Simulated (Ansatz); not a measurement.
# W$_{3}$Se$_{7}$ (slab): what the fields show

Input file:

```
crystal:
  lattice:
    - [3.2711503925, 0.0, 0.0]
    - [-1.6355751962, 13.5207768413, 0.0]
    - [0.0, 0.0, 23.5498361009]
  atoms:
    - { symbol: Se, position: [0.2093066358, 0.4186132716, 0.318473554] }
    - { symbol: Se, position: [0.8345928058, 0.6691856117, 0.3286551806] }
    - { symbol: Se, position: [0.0882510926, 0.1765021853, 0.3482591397] }
    - { symbol: W, position: [0.6560954378, 0.3121908757, 0.3725742653] }
    - { symbol: W, position: [0.9097537246, 0.8195074493, 0.3921782245] }
    - { symbol: Se, position: [0.4775980698, 0.9551961397, 0.41649335] }
    - { symbol: Se, position: [0.7312563566, 0.4625127133, 0.4360973092] }
    - { symbol: Se, position: [0.3565425267, 0.7130850533, 0.4462789357] }
    - { symbol: Se, position: [0.6102008135, 0.2204016269, 0.4658828949] }
    - { symbol: W, position: [0.1780451587, 0.3560903173, 0.4901980204] }
    - { symbol: W, position: [0.4317034455, 0.8634068909, 0.5098019796] }
    - { symbol: Se, position: [0.9995477906, 0.9990955813, 0.5341171051] }
    - { symbol: Se, position: [0.2532060775, 0.5064121549, 0.5537210643] }
    - { symbol: Se, position: [0.8784922475, 0.756984495, 0.5639026908] }
    - { symbol: Se, position: [0.1321505343, 0.2643010686, 0.58350665] }
    - { symbol: W, position: [0.6999948795, 0.399989759, 0.6078217755] }
    - { symbol: W, position: [0.9536531663, 0.9073063326, 0.6274257347] }
    - { symbol: Se, position: [0.5214975115, 0.0429950229, 0.6517408603] }
    - { symbol: Se, position: [0.7751557983, 0.5503115966, 0.6713448194] }
    - { symbol: Se, position: [0.4004419683, 0.8008839366, 0.681526446] }
basis:
  ecutwfc: 420
kpoints:
  mp_grid: { grid: [8, 2, 1] }
hamiltonian:
  xc: pbesol
scf:
  occupations: { method: gaussian, width: 0.05 }
output:
  forces: true
  eigenvalues: true
  write_density: true
  write_potential: true
  elf: true
  volumetric_format: npy
relax:
  adjacent_minimum: "off"
  f_tol: 0.02
  max_steps: 60
efield:
  axis: 3
  dipole_correction: true
  ramp_width: 0.04
```

Command:

```sh
ansatz run input.yaml --threads 2 --pin off --max-ram 5120MiB --backend cpu --events-out ev --progress --plain --runs-dir out
```

The fields are those of the run's last geometry, not of the input's.

Theory: DFT PBEsol, scalar-relativistic, plane waves, PAW (Ansatz).

In a PAW calculation such maps are meaningful between the atoms, not at the nuclei.

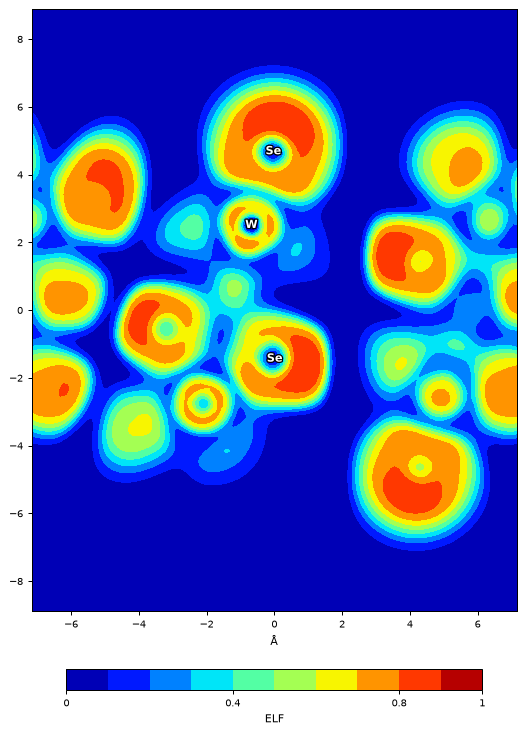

Figure 1. Electron localisation function on the (100) plane of the calculation cell, a cut from vacuum to vacuum.

### What do the fields say about this system?

- The plane passes through Se and W nuclei.
- Atoms just off the plane (Se, 0.4 Å away and W, 0.3 Å away) can leave unmarked features too.
- W–Se (2.27 Å): the ELF is about 0.50 at the midpoint.
- The features right at W lie inside the PAW spheres, where the map follows smoothed inner orbitals and isn't to be read closely.

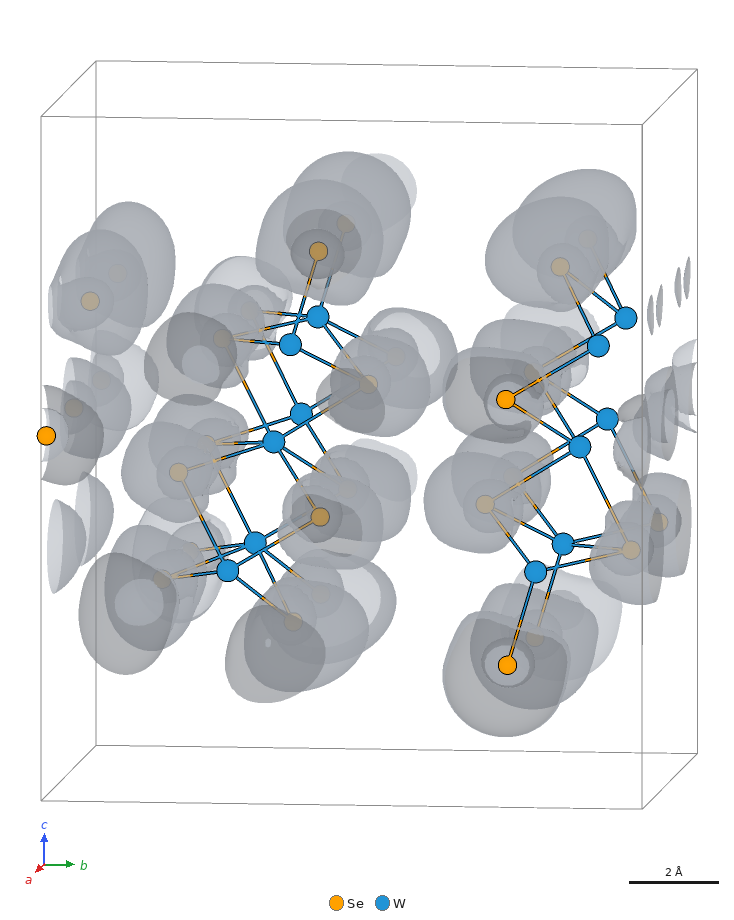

Figure 2. Isosurface of the ELF at 0.7 (grey), seen slightly off an axis. Core shells and regions of very low density are left out. Sticks mark near contacts.

### What do the ELF domains correspond to?

The ELF exceeds this value in two rings or bowls of non-bonding electrons around Se and twelve regions wrapped around Se (the valence shell of each), counted in one cell of 20 atoms. Counts are for one cell; the picture repeats the cell along the surface. Along the contacts the grid gives the following. W–Se (2.49 Å): the ELF is about 0.55 at the midpoint.

### Does the calculation make it a metal, or give it a gap?

It is metallic or semimetallic at this level of theory: no gap opens.
